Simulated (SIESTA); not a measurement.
**ZrC: 7 runs along one coordinate**

System: ZrC (2 atoms in the cell).
Method: Kohn-Sham DFT of a periodic cell, LDA, PseudoDojo 0.4 standard, converted to PSML, no spin polarisation (SIESTA 5.4.2).

The 7 runs differ only in the geometry, by an even scaling of the cell at fixed fractional positions. The structure derives from an entry of the Crystallography Open Database.

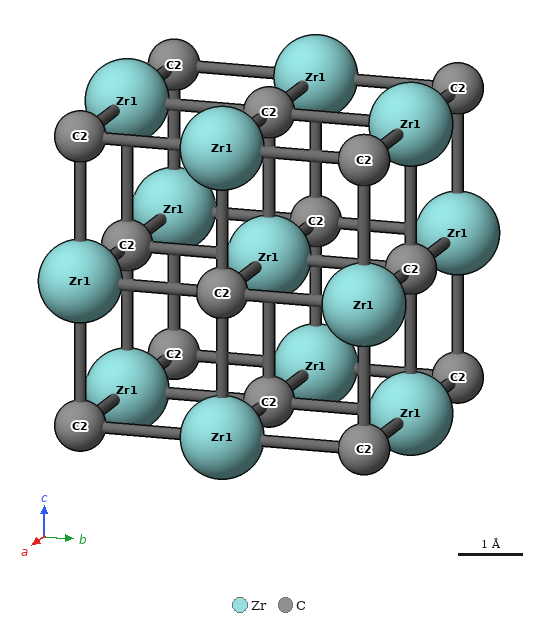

Figure 1. The structure of run 4 (ball-and-stick view of the cell 4 times as large as that of the calculation, set on its symmetry axes, seen slightly off an axis; atoms are numbered from 1 in the order of the input). An atom can appear more than once, as a periodic image.

**Input of run 4**
```
SystemName                      ZrC
SystemLabel                     ZrC
NumberOfSpecies                 2
NumberOfAtoms                   2
%block ChemicalSpeciesLabel
  1  40 Zr
  2   6 C
%endblock ChemicalSpeciesLabel

LatticeConstant                 1.0 Ang
%block LatticeVectors
     0.0000000000     2.3650000000     2.3650000000
     2.3650000000     0.0000000000     2.3650000000
     2.3650000000     2.3650000000     0.0000000000
%endblock LatticeVectors
AtomicCoordinatesFormat         Fractional
%block AtomicCoordinatesAndAtomicSpecies
     0.5000000000     0.5000000000     0.5000000000  1  Zr
     0.0000000000     0.0000000000     0.0000000000  2  C
%endblock AtomicCoordinatesAndAtomicSpecies

%block kgrid.MonkhorstPack
   10   0   0  0.0
    0  10   0  0.0
    0   0  10  0.0
%endblock kgrid.MonkhorstPack
XC.Functional                   LDA
XC.Authors                      PW92
PAO.BasisSize                   DZP
PAO.EnergyShift                 0.003 Ry
Mesh.Cutoff                     800 Ry
OccupationFunction              FD
ElectronicTemperature           0.05 eV
MaxSCFIterations                120
SCF.MustConverge                false
SCF.Mixer.Method                Pulay
SCF.Mixer.Weight                0.25
SCF.Mixer.History               8
SCF.DM.Tolerance                5.0e-05
SCF.H.Tolerance                 1.0e-03 eV
WriteForces                     true
Charge.Mulliken                 end
%block PAO.Basis
  Zr 5
  n=4 0 2
    3.504 0.000
  n=5 0 2
    8.951 0.000
  n=4 1 2
    4.065 0.000
  n=5 1 1
    8.951
  n=4 2 2
    7.326 0.000
%endblock PAO.Basis
```

Command:
```bash
siesta < ZrC.fdf > ZrC.out 2>&1
```

Run 3 differs from it as follows:
```diff
-     0.0000000000     2.3650000000     2.3650000000
-     2.3650000000     0.0000000000     2.3650000000
-     2.3650000000     2.3650000000     0.0000000000
+     0.0000000000     2.3491270385     2.3491270385
+     2.3491270385     0.0000000000     2.3491270385
+     2.3491270385     2.3491270385     0.0000000000
```

**Results, with one run withheld**

```tsv
run	volume per atom (Å³)	free energy per atom, from the lowest run given (meV)	pressure (GPa)
1	12.434	2.32	4.13
2	12.699	0.00	−1.21
3	12.963	?	?
4	13.228	19.64	−10.29
5	13.493	39.85	−14.11
6	13.757	66.10	−17.63
7	14.022	97.86	−20.72
```

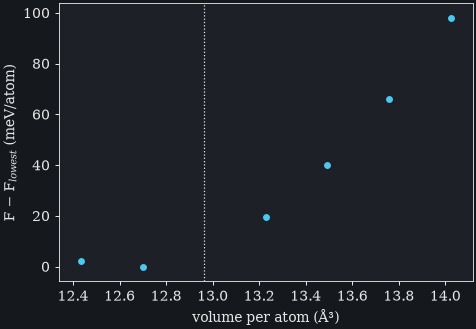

Figure 2. Free energy per atom of the runs given; the dotted line marks run 3.

Fit the runs given and predict run 3.

A cubic polynomial in V^(−2/3) (the Birch–Murnaghan form), fitted to the 6 runs given, misses them by at most 0.04 meV per atom. With x = V^(−2/3) − 0.17857 Å⁻², it reads F = 21.18 − 7411.9 x + 6.4006e+05 x² + 2.774e+05 x³ (meV per atom). At run 3 it gives 6.05 meV per atom, and the run itself gives 6.10. The slope of the fit gives a pressure −dF/dV of −6.00 GPa there, and the run prints −6.04 GPa. The fit has its minimum at 12.635 Å³ per atom, where V d²F/dV² gives 247 GPa: the bulk modulus at this level, since symmetry fixes the shape and the positions.

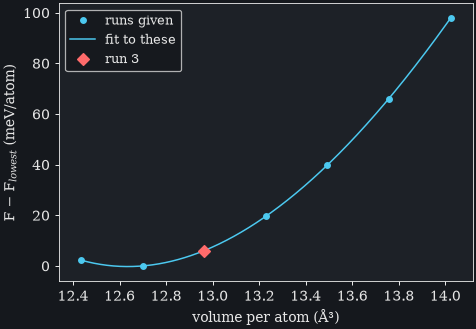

Figure 3. The fit and the withheld run.

**Some lines of the output (run 3)**
```
[...]
outcell: Cell volume (Ang**3)        :     25.9268
stepf: Fermi-Dirac step function
siesta: Etot    =     -1539.749425
siesta: FreeEng =     -1539.750395
        iscf     Eharris(eV)        E_KS(eV)     FreeEng(eV)     dDmax    Ef(eV) dHmax(eV)
siesta: E_KS(eV) =            -1544.7728
siesta: E_KS - E_eggbox =     -1544.7728
siesta: Etot    =     -1544.772832
siesta: FreeEng =     -1544.775301
siesta:         Fermi =      -7.771370
siesta: Cell volume =         25.926835 Ang**3
    Orbital volume contribution        =           2.390281 eV
```

Notes: Points of doubt noted for this run: mulliken charges of long orbitals. With a small basis of atomic orbitals these values can differ much from converged plane-wave results.
